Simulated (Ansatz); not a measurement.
Start from this file.

```
CELL_PARAMETERS angstrom
4.49588 0.00000 0.00000
0.00000 4.49588 0.00000
0.00000 0.00000 3.17906
ATOMIC_POSITIONS crystal
Ti 0.00000 0.00000 0.00000
Al 0.02836 0.50000 0.38907
Ti 0.50000 0.50000 0.00000
Al 0.52836 0.00000 0.38907
```

Question: Describe what this structure looks like.

Answer: It has the composition TiAl. It takes space group Cm (No. 8) on a base-centred monoclinic lattice. The cell comprises 2 formula units: 2 Ti, 2 Al. The Ti atoms are each bonded to four Al at 2.45 to 2.68 Å. Al is coordinated by four Ti at 2.45 to 2.68 Å. Not all metal-metal contacts are counted. The bonds build TiAl layers parallel to (001).

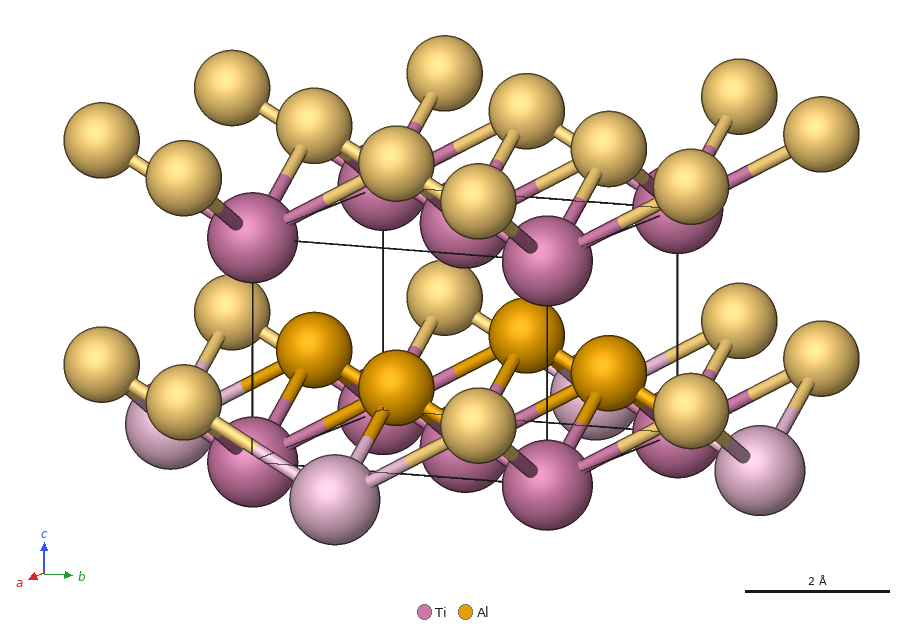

An orthographic ball-and-stick view of the structure, slightly off an axis. The conventional unit cell is drawn as a box. Bonded atoms from the next cells complete the picture, in fainter colours. Colours: titanium pink, aluminium orange.

The initial geometry was a structure listed in the Materials Project. The cell was then strained or its atoms displaced on purpose. A calculation with Ansatz used it as input.

At this level of theory the cell isn't at rest (compressed, at 6 GPa and forces up to 2.2 eV/Å), so its distances can differ from those at equilibrium, the more so the softer the solid.
